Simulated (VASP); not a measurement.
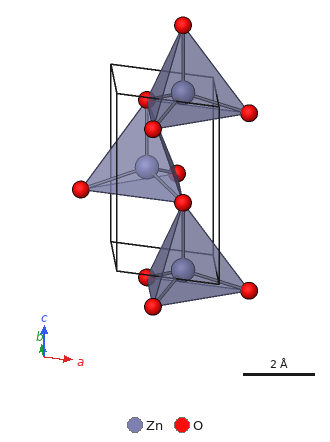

Figure 1. The structure (polyhedral view of the cell of the calculation, seen at an oblique angle; polyhedra are completed across the faces of the cell).

Run report: ZnO, Born-charge calculation (part 1 of 2)

System: ZnO (4 atoms in the cell).
Method: Kohn-Sham DFT of a periodic cell, PBE, VASP PAW PBE potentials, recommended, no spin polarisation (VASP 6.6.1).

The structure derives from an entry of the Crystallography Open Database.

OSZICAR
```
N       E                     dE             d eps       ncg     rms          rms(c)
DAV:   1     0.283172826911E+03    0.28317E+03   -0.18802E+04  1600   0.239E+03
DAV:   2     0.803113785232E+01   -0.27514E+03   -0.26465E+03  1728   0.436E+02
DAV:   3    -0.205334043330E+02   -0.28565E+02   -0.28384E+02  1800   0.151E+02
DAV:   4    -0.210602936773E+02   -0.52689E+00   -0.52613E+00  1818   0.219E+01
DAV:   5    -0.210643229125E+02   -0.40292E-02   -0.40285E-02  1764   0.183E+00    0.147E+01
DAV:   6    -0.176833395955E+02    0.33810E+01   -0.11809E+01  2680   0.726E+01    0.906E+00
DAV:   7    -0.178575515627E+02   -0.17421E+00   -0.26647E+00  1646   0.195E+01    0.538E+00
DAV:   8    -0.178813566742E+02   -0.23805E-01   -0.80056E-01  2382   0.921E+00    0.180E+00
DAV:   9    -0.178185519801E+02    0.62805E-01   -0.18496E-01  2518   0.793E+00    0.338E-01
DAV:  10    -0.178221696073E+02   -0.36176E-02   -0.56486E-02  1596   0.176E+00    0.155E-01
[... 158 further cycles ...]
RMM:   6    -0.378355240323E+00    0.13860E-03   -0.18238E-05  3453   0.238E-02    0.328E-03
RMM:   7    -0.378381241760E+00   -0.26001E-04   -0.11854E-06  3226   0.803E-03    0.882E-04
RMM:   8    -0.378391573035E+00   -0.10331E-04   -0.29210E-07  3533   0.251E-03    0.505E-04
RMM:   9    -0.378388533273E+00    0.30398E-05    0.80168E-08  3640   0.835E-04    0.174E-04
RMM:  10    -0.378388227690E+00    0.30558E-06   -0.58464E-08  3282   0.226E-04    0.379E-05
RMM:  11    -0.378388480329E+00   -0.25264E-06   -0.68233E-09  3691   0.111E-04    0.201E-05
RMM:  12    -0.378388322531E+00    0.15780E-06    0.15242E-09  3741   0.683E-05    0.722E-06
RMM:  13    -0.378388391578E+00   -0.69047E-07    0.32267E-10  3396   0.237E-05    0.320E-06
RMM:  14    -0.378388412123E+00   -0.20545E-07    0.12973E-09  3619   0.123E-05    0.111E-06
RMM:  15    -0.378388417865E+00   -0.57417E-08    0.69164E-10  2876   0.544E-06    0.440E-07
 Linear response finished
```

Parts of OUTCAR
```
SYSTEM = ZnO
   PREC = Accurate
   ENCUT = 520
   EDIFF = 1E-8
   ISMEAR = -1
   LREAL = .FALSE.
   LASPH = .TRUE.
   NELM = 100
   ISIF = 2
   GGA = PE
   LEPSILON = .TRUE.
   IBRION = 8

 ion  position               nearest neighbor table
   1  0.667  0.333  0.000-   4 1.97   3 1.98   3 1.98   3 1.98
   2  0.333  0.667  0.500-   3 1.97   4 1.98   4 1.98   4 1.98
   3  0.333  0.667  0.879-   2 1.97   1 1.98   1 1.98   1 1.98
   4  0.667  0.333  0.379-   1 1.97   2 1.98   2 1.98   2 1.98

  LATTYP: Found a hexagonal cell.
 ALAT       =     3.2493080000
 C/A-ratio  =     1.6020977390

  Lattice vectors:

 A1 = (   3.2493080000,   0.0000000000,   0.0000000000)
 A2 = (  -1.6246540000,   2.8139832727,   0.0000000000)
 A3 = (   0.0000000000,   0.0000000000,   5.2057090000)

Analysis of symmetry for initial positions (statically):
=====================================================================
 Subroutine PRICEL returns:
 Original cell was already a primitive cell.

 Routine SETGRP: Setting up the symmetry group for a
 hexagonal supercell.

 Subroutine GETGRP returns: Found 12 space group operations
 (whereof  6 operations were pure point group operations)
 out of a pool of 24 trial point group operations.

The static configuration has the point symmetry C_3v.
 The point group associated with its full space group is C_6v.

Analysis of symmetry for dynamics (positions and initial velocities):
=====================================================================
 Subroutine PRICEL returns:
 Original cell was already a primitive cell.

 Routine SETGRP: Setting up the symmetry group for a
 hexagonal supercell.

 Subroutine GETGRP returns: Found 12 space group operations
 (whereof  6 operations were pure point group operations)
 out of a pool of 24 trial point group operations.

The dynamic configuration has the point symmetry C_3v.
 The point group associated with its full space group is C_6v.

 Subroutine INISYM returns: Found 12 space group operations
 (whereof  6 operations are pure point group operations),
 and found     1 'primitive' translations

----------------------------------------------------------------------------------------

                                     Primitive cell

  volume of cell :      47.5984

  direct lattice vectors                    reciprocal lattice vectors
     3.249308000  0.000000000  0.000000000     0.307757836  0.177684070  0.000000000
    -1.624654000  2.813983273  0.000000000     0.000000000  0.355368139  0.000000000
     0.000000000  0.000000000  5.205709000     0.000000000  0.000000000  0.192096792

  length of vectors
     3.249308000  3.249308000  5.205709000     0.355368139  0.355368139  0.192096792

  position of ions in fractional coordinates (direct lattice)
     0.666666667  0.333333333  0.000000000
     0.333333333  0.666666667  0.500000000
     0.333333333  0.666666667  0.879010000
     0.666666667  0.333333333  0.379010000

  ion indices of the primitive-cell ions
   primitive index   ion index
                 1           1
                 2           2
                 3           3
                 4           4

----------------------------------------------------------------------------------------

 KPOINTS: Automatic mesh

Automatic generation of k-mesh.
 Grid dimensions read from file:
 generate k-points for:    9    9    5

 Generating k-lattice:

  Cartesian coordinates                     Fractional coordinates (reciprocal lattice)
     0.034195315  0.019742674  0.000000000     0.111111111  0.000000000  0.000000000
     0.000000000  0.039485349  0.000000000     0.000000000  0.111111111  0.000000000
     0.000000000  0.000000000  0.038419358     0.000000000  0.000000000  0.200000000

  Length of vectors
     0.039485349  0.039485349  0.038419358

  Shift w.r.t. Gamma in fractional coordinates (k-lattice)
     0.000000000  0.000000000  0.000000000

 Subroutine IBZKPT returns following result:
 ===========================================

 Found     36 irreducible k-points:

 Following reciprocal coordinates:
            Coordinates               Weight
  0.000000  0.000000  0.000000      1.000000
  0.111111  0.000000  0.000000      6.000000
  0.222222  0.000000  0.000000      6.000000
  0.333333  0.000000  0.000000      6.000000
  0.444444  0.000000  0.000000      6.000000
  0.111111  0.111111  0.000000      6.000000
  0.222222  0.111111  0.000000     12.000000
  0.333333  0.111111  0.000000     12.000000
  0.444444  0.111111  0.000000      6.000000
  0.222222  0.222222  0.000000      6.000000
  0.333333  0.222222  0.000000     12.000000
  0.333333  0.333333  0.000000      2.000000
  0.000000  0.000000  0.200000      2.000000
  0.111111  0.000000  0.200000     12.000000
  0.222222  0.000000  0.200000     12.000000
  0.333333  0.000000  0.200000     12.000000
  0.444444  0.000000  0.200000     12.000000
  0.111111  0.111111  0.200000     12.000000
  0.222222  0.111111  0.200000     24.000000
  0.333333  0.111111  0.200000     24.000000
  0.444444  0.111111  0.200000     12.000000
  0.222222  0.222222  0.200000     12.000000
  0.333333  0.222222  0.200000     24.000000
  0.333333  0.333333  0.200000      4.000000
 [... further k-points ...]
   k-points           NKPTS =     36   k-points in BZ     NKDIM =     36   number of bands    NBANDS=     22
   number of dos      NEDOS =    301   number of ions     NIONS =      4
   total plane-waves  NPLWV =  23040
   dimension x,y,z NGX =    24 NGY =   24 NGZ =   40
   dimension x,y,z NGXF=    48 NGYF=   48 NGZF=   80
   ions per type =               2   2
   NGX,Y,Z   is equivalent  to a cutoff of  12.28, 12.28, 12.77 a.u.
   NGXF,Y,Z  is equivalent  to a cutoff of  24.56, 24.56, 25.55 a.u.
 SYSTEM =  ZnO
   PREC   = accura    normal or accurate (medium, high low for compatibility)
   ISTART =      0    job   : 0-new  1-cont  2-samecut
   ICHARG =      2    charge: 1-file 2-atom 10-const
   ISPIN  =      1    spin polarized calculation?
   LNONCOLLINEAR =      F non collinear calculations
   LSORBIT =      F    spin-orbit coupling
   LASPH  =      T    aspherical Exc in radial PAW
   ENCUT  =  520.0 eV  38.22 Ry    6.18 a.u.   6.04  6.04  9.68*2*pi/ulx,y,z
   NELM   =    100;   NELMIN=  2; NELMDL= -5     # of ELM steps
   EDIFF  = 0.1E-07   stopping-criterion for ELM
   LREAL  =      F    real-space projection
   EDIFFG = 0.1E-06   stopping-criterion for IOM
   NSW    =      1    number of steps for IOM
   IBRION =      8    ionic relax: 0-MD 1-quasi-New 2-CG
   NFREE  =      0    steps in history (QN), initial steepest desc. (CG)
   ISIF   =      2    stress and relaxation
   ISYM   =      2    0-nonsym 1-usesym 2-fastsym
   POTIM  = 0.5000    time-step for ionic-motion
   TEBEG  =    0.0;   TEEND  =   0.0 temperature during run
   PSTRESS=    0.0 pullay stress
   NELECT =      36.0000    total number of electrons
   NUPDOWN=      -1.0000    fix difference up-down
   EMIN   =  10.00;   EMAX   =-10.00  energy-range for DOS
   EFERMI =   0.00;   METHOD = LEGACY
   ISMEAR =    -1;   SIGMA  =   0.05  broadening in eV -4-tet -1-fermi 0-gaus
   EFERMI_NEDOS =   21; number of points for ismear=-14 and -15
   IALGO  =     38    algorithm
   IMIX   =      4    mixing-type and parameters
     AMIX     =   0.40;   BMIX     =  1.00
     AMIX_MAG =   1.60;   BMIX_MAG =  1.00
  volume/ion in A,a.u.               =      11.90        80.30
  Fermi-wavevector in a.u.,A,eV,Ry     =   1.491574  2.818667 30.270160  2.224794
  Thomas-Fermi vector in A             =   2.604212
   LORBIT       =      0    0 simple, 1 ext, 2 COOP (PROOUT), +10 PAW based schemes
   GGA     = PE    functional components
   LHFCALC =     F    Hartree Fock is set to
   AEXX    =    0.0000 exact exchange contribution
   IVDW    =     0    specifies the selected vdW correction
   LEPSILON=     T    determine dielectric tensor
   LRPA    =     F    only Hartree local field effects (RPA)
 non-spin polarized calculation
  energy-cutoff  :      520.00
  volume of cell :       47.60
 maximum number of plane-waves:      1308
   NGX = 13   NGY = 13   NGZ = 19

--------------------------------------- Ionic step        1  -------------------------------------------

 number of electron      36.0000017 magnetization

 E-fermi :   1.6361     XC(G=0): -10.9115     alpha+bet : -7.9033

 val. band max:        1.2008816903   @ k =   0.0000   0.0000   0.0000
 cond. band min:       1.9907461016   @ k =   0.0000   0.0000   0.0000
 fundamental gap:      0.7898644113
 Fermi energy:         1.6361053661

 k-point     1 :       0.0000    0.0000    0.0000
  band No.  band energies     occupation
      1     -16.8876      2.00000
      2     -16.1564      2.00000
      3      -4.4871      2.00000
      4      -4.4871      2.00000
      5      -4.4476      2.00000
      6      -4.4263      2.00000
      7      -4.2892      2.00000
      8      -4.2892      2.00000
      9      -3.3085      2.00000
     10      -3.3085      2.00000
     11      -3.0927      2.00000
     12      -3.0927      2.00000
     13      -2.8259      2.00000
     14       0.3893      2.00000
     15       0.3893      2.00000
     16       1.1300      1.99992
     17       1.2009      1.99967
     18       1.2009      1.99967
     19       1.9907      0.00166
     20       6.4108      0.00000
     21       9.4648      0.00000
     22      14.0504      0.00000

 k-point     2 :       0.1111    0.0000    0.0000
  band No.  band energies     occupation
      1     -16.8206      2.00000
      2     -16.1273      2.00000
      3      -4.5655      2.00000
      4      -4.4487      2.00000
      5      -4.4065      2.00000
      6      -4.3444      2.00000
      7      -4.2748      2.00000
      8      -4.2340      2.00000
      9      -3.3366      2.00000
     10      -3.3117      2.00000
     11      -3.0864      2.00000
     12      -3.0420      2.00000
     13      -2.8399      2.00000
     14      -0.0506      2.00000
     15       0.2255      2.00000
     16       0.5063      2.00000
     17       1.0468      1.99998
     18       1.1142      1.99994
     19       2.8509      0.00000
     20       6.9120      0.00000
     21       9.4568      0.00000
     22      12.8774      0.00000

 k-point     3 :       0.2222    0.0000    0.0000
  band No.  band energies     occupation
      1     -16.6415      2.00000
      2     -16.0581      2.00000
      3      -4.7140      2.00000
      4      -4.3910      2.00000
      5      -4.3590      2.00000
      6      -4.2577      2.00000
      7      -4.0803      2.00000
      8      -4.0133      2.00000
      9      -3.4041      2.00000
     10      -3.2972      2.00000
     11      -3.0737      2.00000
     12      -2.9407      2.00000
     13      -2.8239      2.00000
     14      -1.0367      2.00000
     15      -0.3100      2.00000
     16      -0.1885      2.00000
     17       0.7921      2.00000
     18       0.8828      2.00000
     19       4.1266      0.00000
     20       7.9725      0.00000
     21       9.4083      0.00000
     22      11.1858      0.00000

 k-point     4 :       0.3333    0.0000    0.0000
  band No.  band energies     occupation
      1     -16.4138      2.00000
      2     -15.9946      2.00000
      3      -4.7951      2.00000
      4      -4.4385      2.00000
      5      -4.2779      2.00000
      6      -4.0865      2.00000
      7      -3.8719      2.00000
      8      -3.7630      2.00000
      9      -3.3936      2.00000
     10      -3.2320      2.00000
     11      -3.0596      2.00000
     12      -2.9298      2.00000
     13      -2.6476      2.00000
     14      -1.9521      2.00000
     15      -1.0608      2.00000
     16      -0.6783      2.00000
     17       0.3864      2.00000
     18       0.6001      2.00000
     19       5.4682      0.00000
     20       8.7377      0.00000
     21       9.1529      0.00000
     22       9.9976      0.00000

 k-point     5 :       0.4444    0.0000    0.0000
  band No.  band energies     occupation
      1     -16.2345      2.00000
      2     -15.9782      2.00000
      3      -4.7456      2.00000
      4      -4.5016      2.00000
      5      -4.2404      2.00000
      6      -3.9071      2.00000
      7      -3.8144      2.00000
      8      -3.7102      2.00000
      9      -3.2815      2.00000
     10      -3.1488      2.00000
     11      -3.0467      2.00000
     12      -2.9038      2.00000
     13      -2.6359      2.00000
     14      -2.2335      2.00000
     15      -1.5685      2.00000
     16      -1.0284      2.00000
     17      -0.0080      2.00000
     18       0.4026      2.00000
     19       6.6802      0.00000
     20       8.3212      0.00000
     21       8.8369      0.00000
     22       9.6949      0.00000

 [... the levels of 18 k-points are left out ...]

 k-point    24 :       0.3333    0.3333    0.2000
  band No.  band energies     occupation
      1     -16.0363      2.00000
      2     -16.0363      2.00000
      3      -4.4943      2.00000
      4      -4.2869      2.00000
      5      -4.2869      2.00000
      6      -3.9211      2.00000
      7      -3.6502      2.00000
      8      -3.6502      2.00000
      9      -3.3552      2.00000
     10      -3.2516      2.00000
     11      -3.0078      2.00000
     12      -3.0078      2.00000
     13      -2.3684      2.00000
     14      -2.3683      2.00000
     15      -2.3098      2.00000
     16      -0.6965      2.00000
     17      -0.4679      2.00000
     18      -0.4679      2.00000
     19       8.9450      0.00000
     20       8.9450      0.00000
     21       8.9734      0.00000
     22       9.3231      0.00000

 [... further k-points ...]

  FORCE on cell =-STRESS in cart. coord.  units (eV):
  Direction    XX          YY          ZZ          XY          YZ          ZX
  --------------------------------------------------------------------------------------
  -------------------------------------------------------------------------------------
  Total        1.5999662      1.5999662      2.1231034      0.0000000      0.0000000      0.0000000
  in kB       53.8553809     53.8553809     71.4643507      0.0000000      0.0000000      0.0000000
  external PRESSURE =      59.7250375 kB  Pullay stress =       0.0000000 kB

 VOLUME and BASIS-vectors are now :
```
